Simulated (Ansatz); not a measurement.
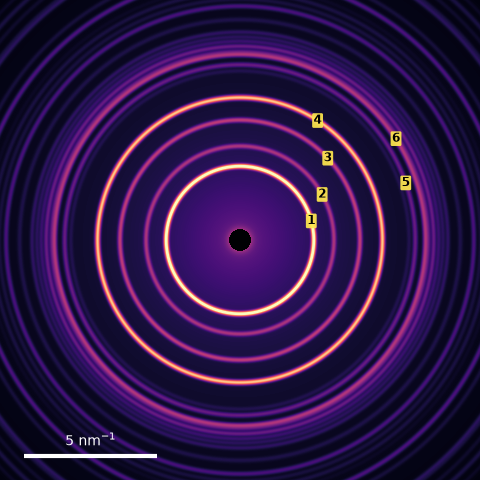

Simulated electron diffraction rings at 200 kV (λ = 0.0251 Å), scale in nm⁻¹ (radius = 1/d), for a mixture of two phases. Kinematic intensities with B = 0.5 Å² for all atoms, without multiple scattering; brightness goes as intensity to the power 0.5, clipped at the top. Reflections closer than the ring width show as one ring.

Phase I: B (P6/mmm), a = 2.875 Å, b = 2.875 Å, c = 2.839 Å, α = 90.00°, β = 90.00°, γ = 120.00°; coordinates from a relaxation with DFT, revPBE, plane waves (420 eV) with PAW, scalar-relativistic (Ansatz 0.2.0); the starting structure was generated, so it need not be a known form of this composition.
Phase II: B (Cmcm), a = 1.616 Å, b = 7.227 Å, c = 2.819 Å, α = 90.00°, β = 90.00°, γ = 90.00°; coordinates from a relaxation with DFT, LDA (PW92), plane waves (420 eV) with PAW, scalar-relativistic (Ansatz); the starting structure was generated, so it need not be a known form of this composition.
Volume fractions 0.6 and 0.4.

### Assign each numbered ring to its phase and index it.

```
ring     radius          d (Å)  phase        hkl
   1  2.77 nm⁻¹           3.61     II        020
   2  3.52 nm⁻¹           2.84      I        001
   3  4.50 nm⁻¹           2.22     II        021
   4  5.34 nm⁻¹          1.872      I        101
   5  6.57 nm⁻¹          1.521     II        041
   6  6.98 nm⁻¹  1.438 + 1.420      I  110 + 002
```
